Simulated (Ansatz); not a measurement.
## Electronic structure of GaN (slab) in real space

The calculation's input:

```
crystal:
  lattice:
    - [3.1825784906, 0.0, 0.0]
    - [0.0, 5.18542608, 0.0]
    - [0.0, 0.0, 26.9435065639]
  atoms:
    - { symbol: Ga, position: [0.0, 0.000805893, 0.2783602046] }
    - { symbol: "N", position: [0.0, 0.624194107, 0.2783602046] }
    - { symbol: Ga, position: [0.5, 0.500805893, 0.3124586347] }
    - { symbol: "N", position: [0.5, 0.124194107, 0.3124586347] }
    - { symbol: Ga, position: [0.5, 0.000805893, 0.3806554948] }
    - { symbol: "N", position: [0.5, 0.624194107, 0.3806554948] }
    - { symbol: Ga, position: [0.0, 0.500805893, 0.4147539248] }
    - { symbol: "N", position: [0.0, 0.124194107, 0.4147539248] }
    - { symbol: Ga, position: [0.0, 0.000805893, 0.482950785] }
    - { symbol: "N", position: [0.0, 0.624194107, 0.482950785] }
    - { symbol: Ga, position: [0.5, 0.500805893, 0.517049215] }
    - { symbol: "N", position: [0.5, 0.124194107, 0.517049215] }
    - { symbol: Ga, position: [0.5, 0.000805893, 0.5852460752] }
    - { symbol: "N", position: [0.5, 0.624194107, 0.5852460752] }
    - { symbol: Ga, position: [0.0, 0.500805893, 0.6193445052] }
    - { symbol: "N", position: [0.0, 0.124194107, 0.6193445052] }
    - { symbol: Ga, position: [0.0, 0.000805893, 0.6875413653] }
    - { symbol: "N", position: [0.0, 0.624194107, 0.6875413653] }
    - { symbol: Ga, position: [0.5, 0.500805893, 0.7216397954] }
    - { symbol: "N", position: [0.5, 0.124194107, 0.7216397954] }
basis:
  ecutwfc: 420
kpoints:
  mp_grid: { grid: [8, 5, 1] }
hamiltonian:
  xc: pbesol
scf:
  occupations: { method: gaussian, width: 0.05 }
output:
  forces: true
  eigenvalues: true
  write_density: true
  write_potential: true
  elf: true
  volumetric_format: npy
relax:
  adjacent_minimum: "off"
  f_tol: 0.02
  max_steps: 60
efield:
  axis: 3
  dipole_correction: true
```

Command:

```sh
ansatz run input.yaml --threads 2 --pin off --max-ram 5120MiB --backend cpu --events-out ev --progress --plain --runs-dir out
```

The fields are those of the relaxed geometry.

Computed with DFT PBEsol, scalar-relativistic, plane waves, PAW in Ansatz 0.2.0.

In a PAW calculation such maps are meaningful between the atoms, not at the nuclei.

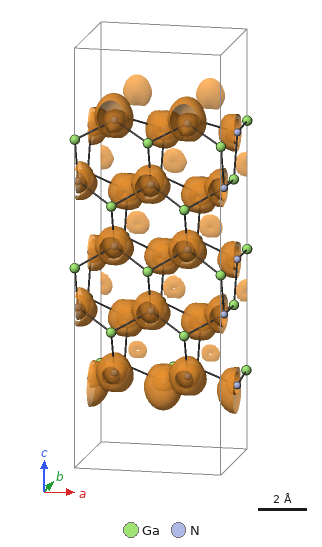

Figure 1. Isosurface of the electron localisation function at 0.75 (orange), seen slightly off an axis. Core shells and regions of very low density are left out. Sticks mark near contacts.

### Identify the bonds, lone pairs and shells in this picture.

The surface consists of ten regions wrapped around N (the valence shell of each), counted in one cell of 20 atoms. Counts are for one cell; the picture repeats the cell along the surface. Profiles from the grid: Ga–N (1.81 Å): the ELF peaks at about 0.80 in the valence shell of N, 0.6 Å from its nucleus, and is about 0.55 at the midpoint. Ga–N (1.89 Å): the ELF peaks at about 0.85 in the valence shell of N, 0.6 Å from its nucleus, and is about 0.50 at the midpoint.

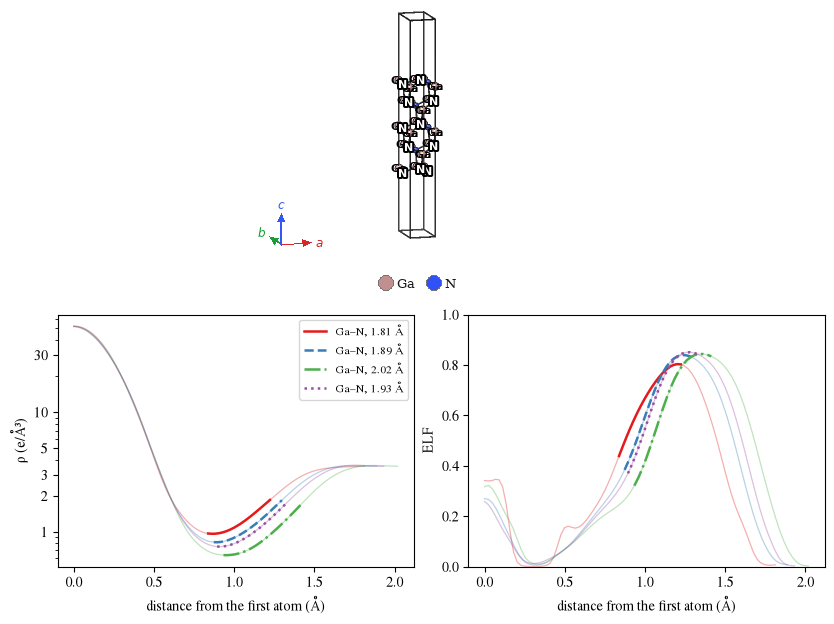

Figure 2. Valence electron density and electron localisation function along straight lines between neighbouring atoms. Thin, pale parts lie inside the atomic spheres. The structure is drawn too.

### Compare the contacts.

Ga–N (1.81 Å): ρ is about 0.97 e/Å³ halfway; the ELF peaks at about 0.80 in the valence shell of N, 0.6 Å from its nucleus, and is about 0.55 at the midpoint.
Ga–N (1.89 Å): the density is about 0.84 e/Å³ at the midpoint; the ELF peaks at about 0.85 in the valence shell of N, 0.6 Å from its nucleus, and is about 0.50 at the midpoint.
Ga–N (2.02 Å): ρ at the midpoint is about 0.65 e/Å³; the ELF peaks at about 0.85 in the valence shell of N, 0.7 Å from its nucleus, and is about 0.45 at the midpoint.
Ga–N (1.93 Å): the density is about 0.77 e/Å³ at the midpoint; the ELF peaks at about 0.85 in the valence shell of N, 0.7 Å from its nucleus, and is about 0.50 at the midpoint.

### Metal or insulator at this level of theory?

It is gapped, with a Kohn–Sham gap of 1.6 eV on the k-point mesh (the band edges may lie off the mesh, which would make the gap smaller).
